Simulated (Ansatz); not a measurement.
Band-structure calculation, with input and output: BaTiO₃

- system: BaTiO₃ (P4mm, 5 atoms in the cell)
- method: DFT PBE, scalar-relativistic, plane waves, PAW, no spin polarisation (Ansatz 0.2.0)

The structure derives from an entry of the Crystallography Open Database. Figures and captions count atoms from 1; the log counts them from 0 in places.

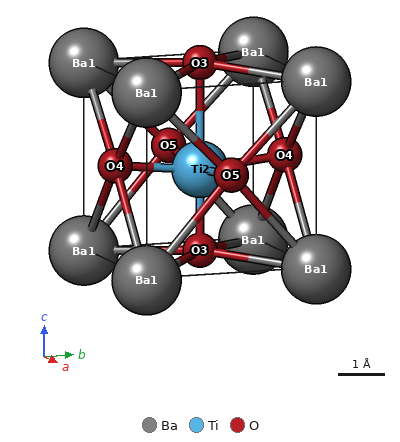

Fig. 1: The input geometry (ball-and-stick view of the cell of the calculation, seen slightly off an axis; atoms are numbered from 1 in the order of the input).

The input
```yaml
crystal:
  lattice:
    - [3.9852569195, 0.0, 0.0]
    - [0.0, 3.9852569195, 0.0]
    - [0.0, 0.0, 4.2022183672]
  atoms:
    - { symbol: Ba, position: [0.0, 0.0, -0.0106980079] }
    - { symbol: Ti, position: [0.5, 0.5, 0.4720516212] }
    - { symbol: O, position: [0.5, 0.5, 0.0408797744] }
    - { symbol: O, position: [0.5, 0.0, 0.5203833062] }
    - { symbol: O, position: [0.0, 0.5, 0.5203833062] }
basis:
  ecutwfc: 420
kpoints:
  mp_grid: { grid: [8, 8, 8] }
  band_path:
    path:
      - [[0.0, 0.0, 0.0], [0.0, 0.5, 0.0], [0.5, 0.5, 0.0], [0.0, 0.0, 0.0], [0.0, 0.0, 0.5], [0.0, 0.5, 0.5], [0.5, 0.5, 0.5], [0.0, 0.0, 0.5]]
      - [[0.0, 0.5, 0.0], [0.0, 0.5, 0.5]]
      - [[0.5, 0.5, 0.0], [0.5, 0.5, 0.5]]
    npoints: 14
hamiltonian:
  xc: pbe
scf:
  occupations: { method: gaussian, width: 0.02 }
  n_extra_bands: 12
output:
  forces: true
  stress: true
  eigenvalues: true
  populations: true
  dos: { projected: true, de: 0.02, nscf_kmesh: { grid: [12, 12, 12] } }
  bader: true
  write_density: true
  write_potential: true
  elf: true
  volumetric_format: npy
```

Launched with:
```bash
ansatz run input.yaml --threads 1 --pin off --max-ram 2560MiB --backend cpu --events-out ev --progress --plain --runs-dir out
```

What the program printed
```
scf.n_extra_bands = 12 over 20 filled bands (N_el = 40.0): the run solves 32 bands
Engine: ansatz 0.2.0, x86_64-unknown-linux-gnu
Pseudopotentials: kind: paw
Pseudopotential: Ba, paw, valence charge 10, recommended cutoff 420 eV (normal), Ba.paw.azcp
Pseudopotential: Ti, paw, valence charge 12, recommended cutoff 420 eV (normal), Ti.paw.azcp
Pseudopotential: O, paw, valence charge 6, recommended cutoff 420 eV (normal), O.paw.azcp
Functional definition: PBE
  parameter kappa = 0.804
  parameter beta = 0.06672455060314922
  exchange = pbe_x(kappa = kappa, mu = beta*pi^2/3)
  correlation = pbe_c(beta = beta)
Crystal: 5 atoms, lattice volume = 66.741 Å³
Basis set: ecut = 420 eV, 1303 PW (Γ), exchange–correlation on 54×54×60 points (8 copies of the dense FFT grid, shifted against one another)
Bands: 32, of which v1, the nominal top of the filled ones, is band 20 counted from 1 (19 counted from 0)
Symmetry: 8 space group operations
Space group: P4mm (ITA 99), of the structure as read, at distance tolerance 4.1e-5 Å
k-points: 75 of 512 (time reversal used)
Non-local potential: Ba, projectors of the file, l = 0: 3, l = 1: 2, l = 2: 2, l = 3: 2
Non-local potential: Ti, projectors of the file, l = 0: 3, l = 1: 2, l = 2: 3, l = 3: 1
Non-local potential: O, projectors of the file, l = 0: 2, l = 1: 2, l = 2: 1
PAW form: soft (Blöchl's): semilocal exchange-correlation on the pseudo side does not see the compensation charge
PAW one-centre angular grid: Ba, 194 points (default); XC on 64 Gauss nodes
PAW one-centre angular grid: Ti, 590 points (default); XC on 64 Gauss nodes
PAW one-centre angular grid: O, 110 points (default); XC on 64 Gauss nodes
Initial density: superposition of atomic densities (neutral atoms: chi_scale 0, normalization atom), corrected by the library's trained network
Initial wavefunctions: pseudopotential atomic-orbital guess
Functional: x = pbe(κ = 0.804, μ = 0.2195149727645171), c = pbe(β = 0.06672455060314922)
SCF iter   1: F=—  HF=-10159.618722 eV  |F-HF|=—  |Δ(HF+E_count)|=         —  Δρ=1.57e-3  dr2=1.23e-3  ethr=1.77e-3  ⟨swp⟩=6.9  Hψ=12790  notcnv=0  defer=49
preconditioner: auto → Resta (q_TF=auto, 2.505 Å⁻¹)  ε∞=4.1  [insulator: Δε(μ)=1.819 eV  Ē_g=14.570 eV  σ=0.020 eV  W_gap=1.00  n_scr=18 (ndim 8)  ℏωp=25.7 eV  f_vac=0.000  D(μ)=0.00/eV (n_scr^D=0)  ε∞_Penn≈4.1]
SCF iter   2: F=—  HF=-10159.619293 eV  |F-HF|=—  |Δ(HF+E_count)|=   5.71e-4  Δρ=8.43e-4  dr2=3.65e-4  ethr=3.07e-6  ⟨swp⟩=2.0  Hψ=4543  notcnv=0  defer=305
SCF iter   3: F=—  HF=-10159.619421 eV  |F-HF|=—  |Δ(HF+E_count)|=   1.27e-4  Δρ=3.15e-4  dr2=5.90e-5  ethr=9.13e-7  ⟨swp⟩=2.3  Hψ=2726  notcnv=0  defer=305
SCF iter   4: F=—  HF=-10159.619149 eV  |F-HF|=—  |Δ(HF+E_count)|=   2.72e-4  Δρ=7.55e-5  dr2=4.16e-6  ethr=1.48e-7  ⟨swp⟩=2.9  Hψ=3578  notcnv=0  defer=305
SCF iter   5: F=—  HF=-10159.619149 eV  |F-HF|=—  |Δ(HF+E_count)|=   1.95e-7  Δρ=1.74e-5  dr2=2.24e-7  ethr=1.04e-8  ⟨swp⟩=2.6  Hψ=3105  notcnv=0  defer=305
SCF iter   6: F=-10159.619149 eV  HF=-10159.619149 eV  |F-HF|=1.03e-9  |Δ(HF+E_count)|=   3.31e-8  Δρ=3.84e-6  dr2=1.37e-8  ethr=2.50e-10  ⟨swp⟩=15.1  Hψ=19019  notcnv=0
SCF 1 converged in 6 iterations: F = -10159.619149 eV  dr2 = 1.37e-8
  greatest PAW one-centre occupation: 0.999 electrons in one spin orbital (limit 2), on the Ti atom at site 1 (counted from 0), in its partial waves of l = 0
NSCF: frozen V_eff on 129 k-points
NSCF: frozen V_eff on 196 k-points
SCF converged after 6 iterations
Free energy (F): -10159.619149 eV
Harris-Foulkes:  -10159.619149 eV  (|F-HF|=1.03e-9)
Internal energy: -10159.619149 eV  (E = F + TS)
E sigma→0 (E₀):  -10159.619149 eV
Fermi energy:    10.894952 eV
--- Per-component energies (eV) ---
  E_band       = -161.653067
  E_kinetic    = 968.611630
  E_local      = -2178.310913  (includes V_loc(G=0)·N_el)
  E_nonlocal   = 203.759396
  E_hartree    = 849.394389
  E_xc         = -490.884635
  E_vxc        = -545.308455  (∫ρ·V_xc dr)
  E_paw        = -6744.632858  (= ΣΔE_a)
  E_vpaw       = -309.199442  (= ΣTr[D̂ρ^β])
  E_aug_tail   = 0.007430  (compensation charges beyond the density's cutoff)
  E_ewald      = -2767.563587
  E_smearing   = -0.000000  (= −TS)
  E_closure    = -0.000000  (closes the sum)
  Σ components = -10159.619149   (vs F -10159.619149, Δ=0.00e0)
--- Forces (eV/Å), atoms counted from 1 ---
  atom   1  Ba     0.00000000     0.00000000    -0.00041736
  atom   2  Ti    -0.00000000     0.00000000    -0.00062628
  atom   3  O     -0.00000000     0.00000000     0.00075300
  atom   4  O      0.00000000     0.00000000     0.00013833
  atom   5  O      0.00000000     0.00000000     0.00013833
  max |Σ_I F_I| component: 1.40e-5 eV/Å
--- Stress (GPa, compression-positive) ---
       -0.004115       0.000000      -0.000000
        0.000000      -0.004115       0.000000
       -0.000000       0.000000       0.001229
  P = ⅓ Tr σ = -0.0023 GPa (-0.023 kbar)
--- Band table (eV; the first three rows and the last of 75) ---
  k-point 0: bands = ["-46.5913", "-22.9383", "-22.8018", "-22.8018", "-15.0549", "-6.9995", "-6.4228", "-6.2578", "-0.2717", "-0.1950", "-0.1950", "7.4198", "7.5431", "7.5431", "8.2309", "8.2309", "8.6247", "9.0694", "9.4258", "9.4258", "11.8168", "12.4519", "12.4519", "14.0344", "14.2441", "14.5765", "15.1558", "16.7003", "18.1398", "18.1398", "18.3122", "20.6904"]
  k-point 1: bands = ["-46.5913", "-22.9425", "-22.8016", "-22.8016", "-15.0441", "-7.0026", "-6.4278", "-6.2547", "-0.2056", "-0.1806", "-0.1806", "7.1888", "7.4992", "7.4992", "8.1433", "8.1433", "8.5232", "8.8631", "9.4046", "9.4046", "11.8306", "12.6023", "12.6023", "14.0342", "14.5406", "14.8123", "15.3770", "17.0404", "18.2676", "18.2822", "18.2822", "20.6953"]
  k-point 2: bands = ["-46.5911", "-22.9526", "-22.8012", "-22.8012", "-15.0177", "-7.0398", "-6.4049", "-6.2473", "-0.1453", "-0.1453", "-0.0468", "6.6648", "7.3768", "7.3768", "7.9746", "7.9746", "8.2998", "8.4415", "9.3484", "9.3484", "11.8644", "12.9558", "12.9558", "14.0346", "15.1518", "15.3932", "15.9544", "17.9899", "18.1608", "18.6286", "18.6286", "20.4785"]
  k-point 74: bands = ["-46.5891", "-22.9608", "-22.8500", "-22.8500", "-14.8314", "-6.3774", "-6.0606", "-6.0606", "-0.9168", "-0.9168", "-0.7078", "5.5086", "6.1776", "6.2516", "7.2713", "7.3956", "7.3956", "9.5071", "9.5071", "9.9731", "13.9643", "13.9643", "14.0746", "15.9813", "16.4077", "16.4077", "17.4524", "17.6358", "19.4806", "20.0970", "20.2839", "20.2839"]
--- Löwdin populations: 5 sites ---
  site symbol       q [e]
     0     Ba      8.2318
     1     Ti     10.8003
     2      O      6.8446
     3      O      6.8848
     4      O      6.8848
  spilling = 0.008845 (of n_electrons = 40.000000)
--- Bader charges: 5 sites ---
  site symbol  charge [e]  shift [e]
     0     Ba      1.5430     0.0000
     1     Ti      2.1901     0.0042
     2      O     -1.2132     0.0025
     3      O     -1.2600     0.0009
     4      O     -1.2600     0.0009
  estimated error of the sums over rays = 4.5e-4 e
```

File bader_charges.tsv
```
# site	symbol	x_ang	y_ang	z_ang	partial_charge_e	electrons	volume_ang3	relative_density_drop	shared_charge_e	partial_wave_shift_e
# quadrature_error_electrons = 4.5e-4
0	Ba	0.0000	0.0000	-0.0450	1.54300	54.45700	21.06	-	1.54300	0.00000
1	Ti	1.9926	1.9926	1.9837	2.19009	19.80991	7.43	-	2.19009	0.00424
2	O	1.9926	1.9926	0.1718	-1.21316	9.21316	12.70	-	-1.21316	0.00252
3	O	1.9926	0.0000	2.1868	-1.25996	9.25996	12.77	-	-1.25996	0.00086
4	O	0.0000	1.9926	2.1868	-1.25996	9.25996	12.77	-	-1.25996	0.00086
```

File populations.tsv
```
# site	symbol	l	j	q
# orbitals = lowdin
# n_electrons = 40.000000
# spilling = 0.008845
0	Ba	0_5S	-	1.929560
0	Ba	0_6S	-	0.351873
0	Ba	1_5P	-	5.950371
1	Ti	0_3S	-	1.914903
1	Ti	0_4S	-	0.490701
1	Ti	1_3P	-	5.984314
1	Ti	2_3D	-	2.410335
2	O	0_2S	-	1.809519
2	O	1_2P	-	5.035126
3	O	0_2S	-	1.799468
3	O	1_2P	-	5.085287
4	O	0_2S	-	1.799468
4	O	1_2P	-	5.085287
```

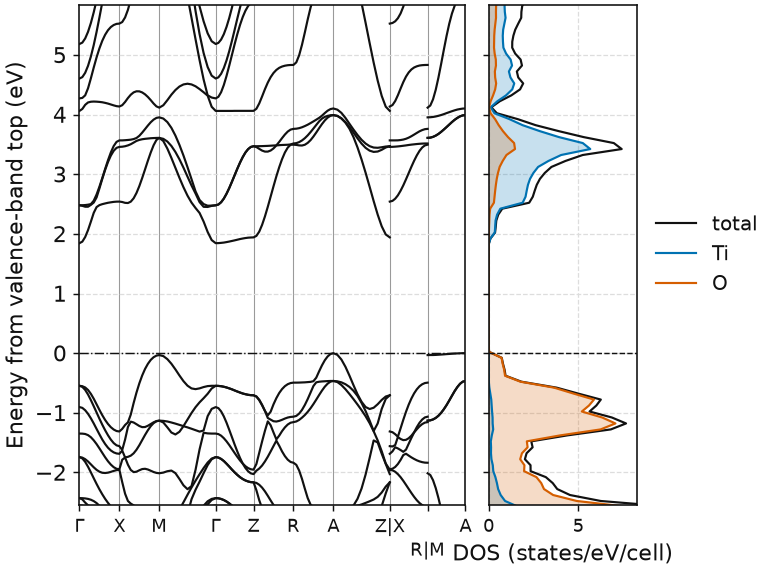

Fig. 2: Band structure along Γ–X–M–Γ–Z–R–A–Z|X–R|M–A and density of states (projected on Löwdin-orthogonalised atomic shells), with energies from the valence-band top. There is a gap of 1.84 eV on this path, indirect, from A to Γ.

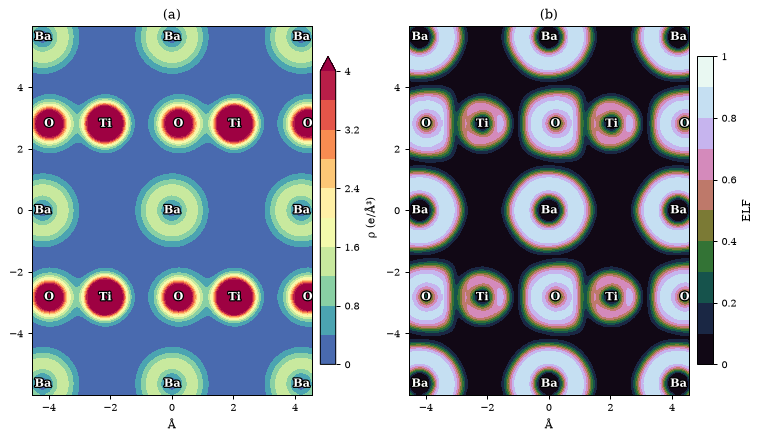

Fig. 3: (a) valence electron density; (b) ELF on the (11̄0) plane of the conventional cell. Ti–O (1.81 Å): ρ at the midpoint is about 1 e/Å³; the ELF is about 0.30 at the midpoint. Away from the nuclei the density in this plane falls to 0.03 e/Å³ at its lowest. The strong features right at Ba and Ti lie inside the PAW spheres (semicore, d or f shells) and say nothing about bonding. In a PAW calculation such maps are meaningful between the atoms, not at the nuclei.

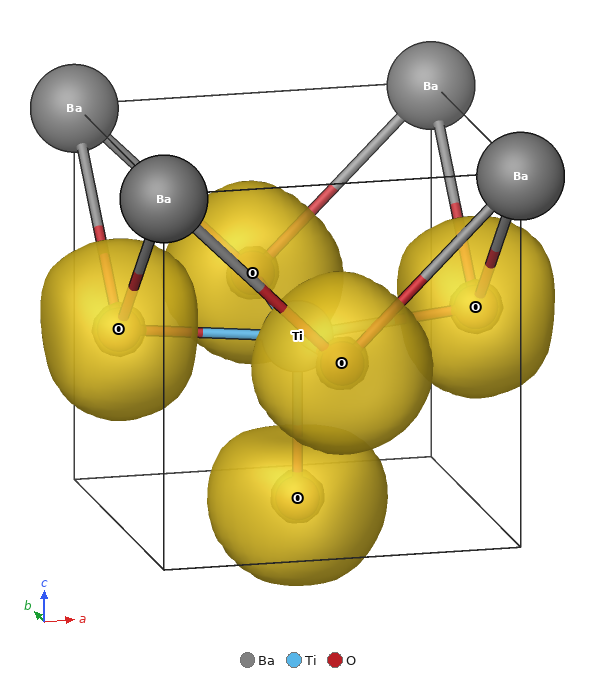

Fig. 4: Isosurface of the electron localisation function at 0.6 (yellow), seen slightly off an axis. Core shells and regions of very low density are left out. Sticks mark near contacts. The outline is the cell set on symmetry axes. Along the contacts the grid gives the following. Ti–O (1.81 Å): the ELF is about 0.30 at the midpoint. Ba–O (2.80 Å): the ELF is about 0.15 at the midpoint, as expected for a contact without a shared pair.

Results in brief

| quantity | value |
| --- | --- |
| outcome | converged |
| space group (tolerance 0.01 Å) | P4mm (99) |
| electrons treated | 40 |
| free energy | −10159.6191 eV |
| Fermi energy | 10.895 eV |
| gap on the k-point mesh | 1.84 eV |
| gap on the band path | 1.84 eV |
| pressure | 0.00 GPa |
| largest force (length of the vector) | 0.001 eV/Å |
| hardware | 1 thread of Intel Xeon @ 2.50GHz (Skylake/Cascade Lake), 64 GiB of memory available, shared host |
| wall time | 1.8 min |
| peak memory | 0.58 GiB |
